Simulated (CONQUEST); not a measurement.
**A series of single points on Si**

System: Si (Fd-3m, 4 atoms in the cell).
Method: Kohn-Sham DFT of a periodic cell, PBE, PseudoDojo NC PBE, no spin polarisation (CONQUEST 1.3).

The 7 runs differ only in the geometry, by an even scaling of the cell at fixed fractional positions. The structure derives from a Materials Project entry.

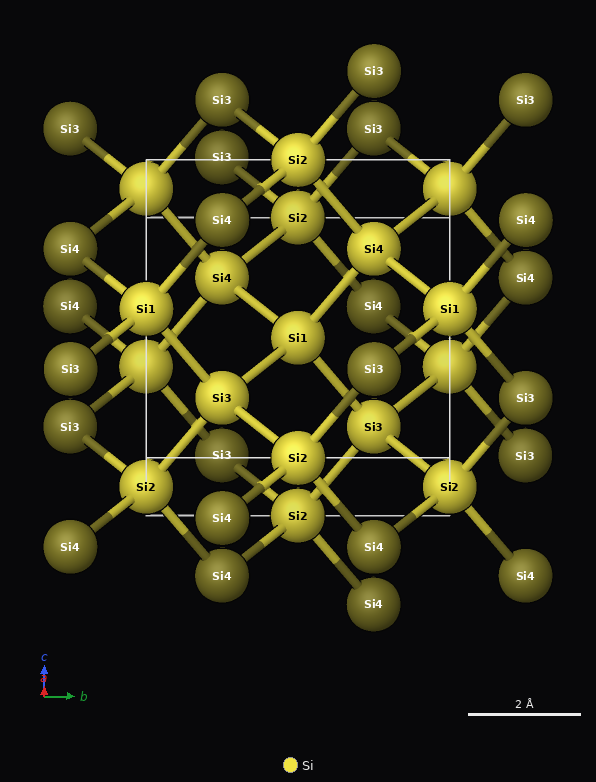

Figure 1. The structure of run 4 (ball-and-stick view of the cell 2 times as large as that of the calculation, set on its symmetry axes, seen at an oblique angle; neighbours outside the cell are drawn fainter; atoms are numbered from 1 in the order of the input).

### Input of run 4
```
IO.Title Si
IO.Coordinates coords.dat
IO.FractionalAtomicCoords T
IO.Iprint 2
IO.Iprint_init 1
General.NumberOfSpecies 1
General.PseudopotentialType hamann
AtomMove.TypeOfRun static
AtomMove.FullStress T
Grid.PointsAlongX 36
Grid.PointsAlongY 36
Grid.PointsAlongZ 60
DM.SolutionMethod diagon
Diag.MPMesh T
Diag.GammaCentred T
Diag.MPMeshX 7
Diag.MPMeshY 7
Diag.MPMeshZ 5
Diag.kT 0.00183747
minE.SCTolerance 1e-6
SC.MaxIters 100
IO.AtomChargeOutput T
%block ChemicalSpeciesLabel
1 28.090 Si
%endblock
```

Command:
```bash
Conquest
```

Lattice vectors (Å) and fractional positions of run 4:
```
   3.849279    0.000000    0.000000
   0.000000    3.849279    0.000000
   0.000000    0.000000    5.443702
Si  0.000000  0.000000  0.500000
Si  0.500000  0.500000  0.000000
Si  0.000000  0.500000  0.250000
Si  0.500000  0.000000  0.750000
```

Run 6 has the same physical settings and fractional positions; its lattice vectors (Å) are:
```
   3.899933    0.000000    0.000000
   0.000000    3.899933    0.000000
   0.000000    0.000000    5.515338
```

### Results, with one run withheld

| run | volume per atom (Å³) | free energy per atom, from the lowest run given (meV) | pressure (GPa) | gap on the mesh (eV) |
| --- | --- | --- | --- | --- |
| 1 | 18.955 | 80.21 | 12.25 | 0.89 |
| 2 | 19.358 | 52.58 | 9.68 | 0.92 |
| 3 | 19.761 | 31.26 | 7.28 | 0.95 |
| 4 | 20.165 | 16.01 | 4.91 | 0.98 |
| 5 | 20.568 | 6.19 | 2.85 | 1.00 |
| 6 | 20.971 | ? | ? | ? |
| 7 | 21.375 | 0.00 | −0.25 | 1.04 |

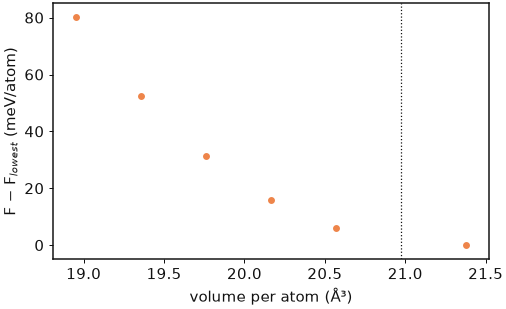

Figure 2. Free energy per atom of the runs given; the dotted line marks run 6.

What should run 6 give?

A cubic polynomial in V^(−2/3) (the Birch–Murnaghan form), fitted to the 6 runs given, misses them by at most 0.10 meV per atom. With x = V^(−2/3) − 0.13570 Å⁻², it reads F = 21.451 + 8029.8 x + 7.5784e+05 x² + 2.045e+06 x³ (meV per atom). At run 6 it gives 0.94 meV per atom, and the run itself gives 1.08. The slope of the fit gives a pressure −dF/dV of 1.19 GPa there, and the run prints 1.07 GPa. The two needn't agree exactly: the fit is approximate, and the printed stress is taken on a finite basis. The fit has its minimum at 21.265 Å³ per atom, where V d²F/dV² gives 82.4 GPa: the bulk modulus at this level, since symmetry fixes the shape and the positions. The gap on the mesh goes, without turning, from 0.89 eV in run 1 to 1.04 eV in run 7; run 6 has 1.02 eV. These are gaps of this functional on this mesh, which can miss the band edges; they aren't the measured gap.

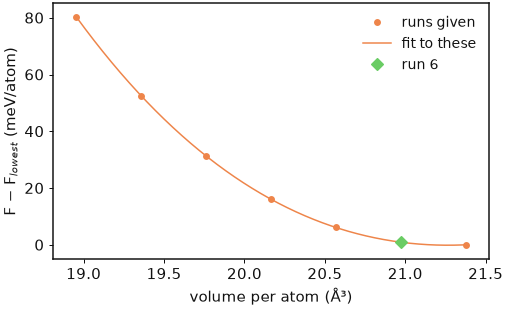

Figure 3. The fit and the withheld run.

### Some lines of the output (run 6)
```
[...]
          Free Energy (E-TS)               :       -16.845419066726933 Ha
          DFT Total Energy                 :       -16.842947373343009 Ha
          DFT Total Energy                 :       -16.843313641228029 Ha
          Free Energy (E-TS)               :       -16.843377132029186 Ha
          DFT Total Energy                 :       -16.843370510503497 Ha
          Free Energy (E-TS)               :       -16.843371738369576 Ha
          DFT Total Energy                 :       -16.843371643166584 Ha
          Free Energy (E-TS)               :       -16.843371680165259 Ha
          DFT Total Energy                 :       -16.843371652436137 Ha
          Free Energy (E-TS)               :       -16.843371672662403 Ha
          DFT Total Energy                 :       -16.843371654588964 Ha
      | Free Energy as E-TS      =       -16.843371672662403 Ha
      |* DFT total energy        =       -16.843371654588964 Ha
    force: Average pressure:      1.06832013 GPa
```

Notes: Points of doubt noted for this run: small atomic basis. With a small basis of atomic orbitals these values can differ much from converged plane-wave results.
